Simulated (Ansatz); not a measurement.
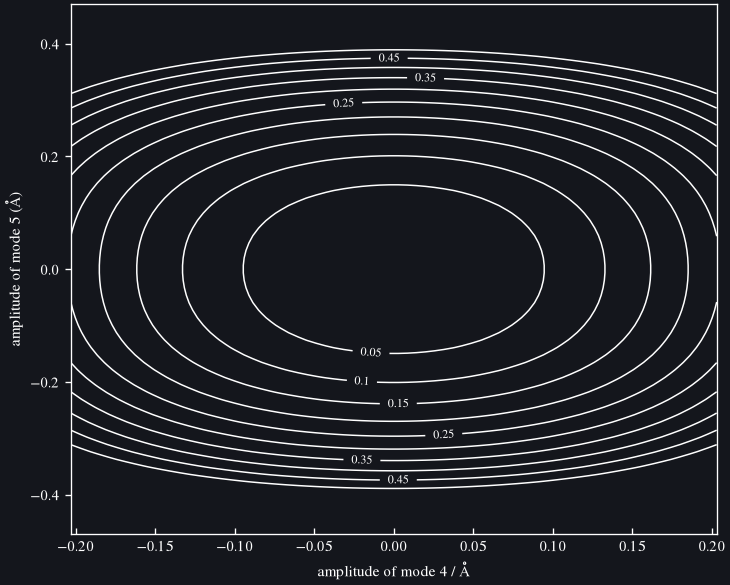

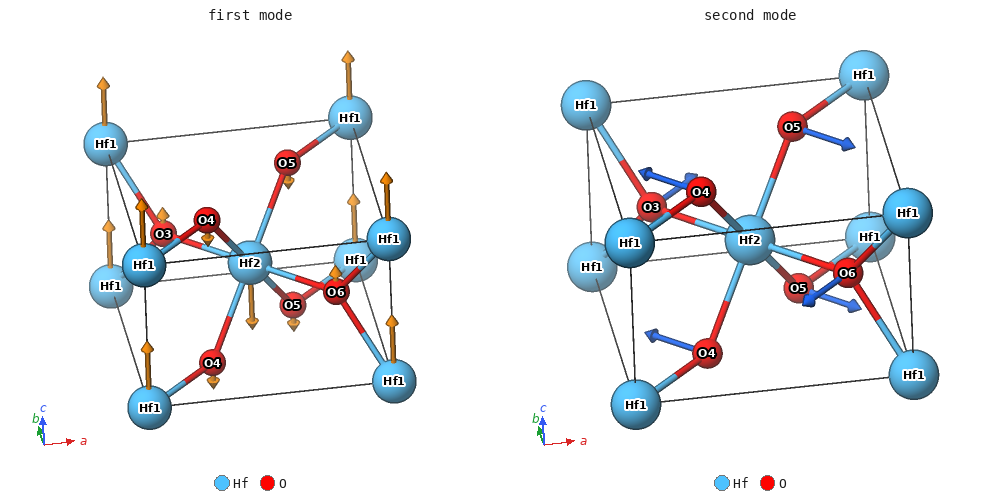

Energy landscape of HfO₂ (P4_2/mnm, No. 136; 6 atoms in the cell). The energy is mapped over two normal modes frozen in (zone-centre modes of the 6-atom cell of this scan). First axis: amplitude of mode 4 (90 cm⁻¹), largest displacement. Second axis: amplitude of mode 5 (132 cm⁻¹), largest displacement. Nothing is relaxed (the cell and all other modes fixed). The grid has 7 × 7 points; 16 points were computed and 33 follow by symmetry. Points are written as (first, second). Energies are in eV per cell, from the lowest grid point. The calculation used DFT PBE, scalar-relativistic, plane waves, PAW (Ansatz 0.2.0). Settings: cutoff 520 eV, k-mesh 6×6×8 in the order of the run's cell vectors, gaussian smearing 0.05 eV, no spin polarisation.

In the figure: contour lines labelled in eV (none above 0.5). Between grid points the surface is interpolated. The second picture is the structure at the lowest point

**Where are the wells?**

The lowest grid point is at (0.000 Å, 0.000 Å). No other kind of well shows on this grid. The highest grid point, (−0.203 Å, −0.470 Å), lies 1.06 eV above the lowest. The gap on the k-mesh is 3.9 eV at the lowest point and runs from 3.5 to 4.2 eV over the map.

The values on the grid:

```tsv
second ↓, first →	−0.203	−0.135	−0.068	0.000	0.068	0.135	0.203
0.470	1.06	0.96	0.89	0.87	0.89	0.96	1.06
0.313	0.50	0.38	0.31	0.29	0.31	0.38	0.50
0.157	0.29	0.16	0.08	0.06	0.08	0.16	0.29
0.000	0.24	0.10	0.03	0.00	0.03	0.10	0.24
−0.157	0.29	0.16	0.08	0.06	0.08	0.16	0.29
−0.313	0.50	0.38	0.31	0.29	0.31	0.38	0.50
−0.470	1.06	0.96	0.89	0.87	0.89	0.96	1.06
```

The input of one point:

```yaml
crystal:
  lattice:
    - [4.8812150602, 0.0, 0.0]
    - [0.0, 4.8812150602, 0.0]
    - [0.0, 0.0, 3.2378896156]
  atoms:
    - { symbol: Hf, position: [0.0, 0.0, 0.0] }
    - { symbol: Hf, position: [0.5, 0.5, 0.5] }
    - { symbol: O, position: [0.1948161092, 0.8051838908, 0.5] }
    - { symbol: O, position: [0.3051838908, 0.3051838908, 0.0] }
    - { symbol: O, position: [0.6948161092, 0.6948161092, 0.0] }
    - { symbol: O, position: [0.8051838908, 0.1948161092, 0.5] }
basis:
  ecutwfc: 520.0
kpoints:
  mp_grid: { grid: [6, 6, 8] }
hamiltonian:
  xc: pbe
  pseudopotentials: { kind: paw, azcp: { folder: soft_1 } }
scf:
  occupations: { method: gaussian, width: 0.05 }
output:
  forces: true
  stress: true
  eigenvalues: true
  write_density: true
  write_potential: true
  elf: true
  volumetric_format: npy
```

Each point was launched as `ansatz run input.yaml --threads 2 --pin off --max-ram 4096MiB --backend cpu --events-out ev --progress --plain --runs-dir out`. The whole map (16 points run) took 9.3 min on 2 threads of Arm Neoverse N1, on a shared host.
